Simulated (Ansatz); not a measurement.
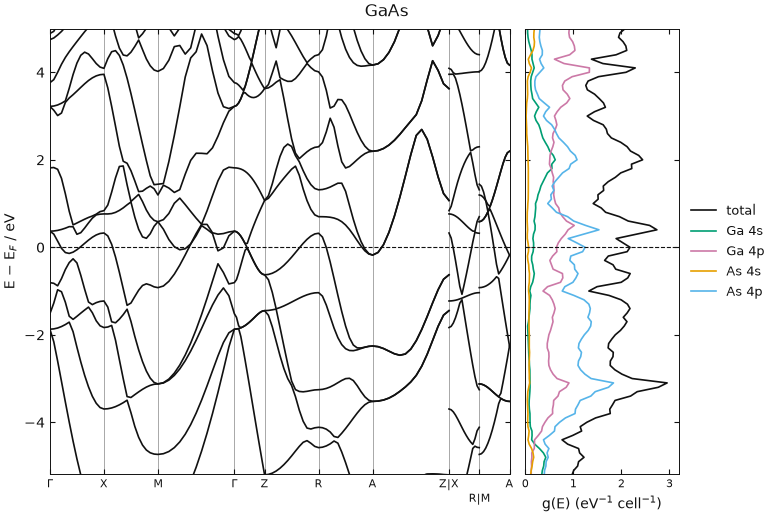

Band structure and density of states. Energies are counted from the Fermi level. The partial curves are projected on Löwdin-orthogonalised atomic shells.

The Ansatz input:

```
crystal:
  lattice:
    - [3.8169998741, 0.0, 0.0]
    - [0.0, 3.8169998741, 0.0]
    - [0.0, 0.0, 6.8150947862]
  atoms:
    - { symbol: Ga, position: [0.0, 0.5, 0.0] }
    - { symbol: Ga, position: [0.5, 0.0, 0.5] }
    - { symbol: As, position: [0.5, 0.5, 0.25] }
    - { symbol: As, position: [0.5, 0.5, 0.75] }
basis:
  ecutwfc: 420
kpoints:
  mp_grid: { grid: [12, 12, 8] }
  band_path:
    path:
      - [[0.0, 0.0, 0.0], [0.0, 0.5, 0.0], [0.5, 0.5, 0.0], [0.0, 0.0, 0.0], [0.0, 0.0, 0.5], [0.0, 0.5, 0.5], [0.5, 0.5, 0.5], [0.0, 0.0, 0.5]]
      - [[0.0, 0.5, 0.0], [0.0, 0.5, 0.5]]
      - [[0.5, 0.5, 0.0], [0.5, 0.5, 0.5]]
    npoints: 14
hamiltonian:
  xc: pbe
scf:
  occupations: { method: gaussian, width: 0.1 }
  n_extra_bands: 10
output:
  forces: true
  stress: true
  eigenvalues: true
  populations: true
  dos: { projected: true, de: 0.02, nscf_kmesh: { grid: [15, 15, 10] } }
  bader: true
```

Command:
```bash
ansatz run input.yaml --threads 1 --pin off --max-ram 2048MiB --backend cpu --events-out ev --progress --plain --runs-dir out
```

### Is there a gap at the Fermi level?

A metal: bands cross the Fermi level along this path.

### Which levels at M lie nearest to the Fermi level?

At M the nearest levels lie 0.92 eV below and 0.58 eV above the Fermi level.

The structure is an invented one, so it need not be a known or stable phase. The starting guess was a poor one.
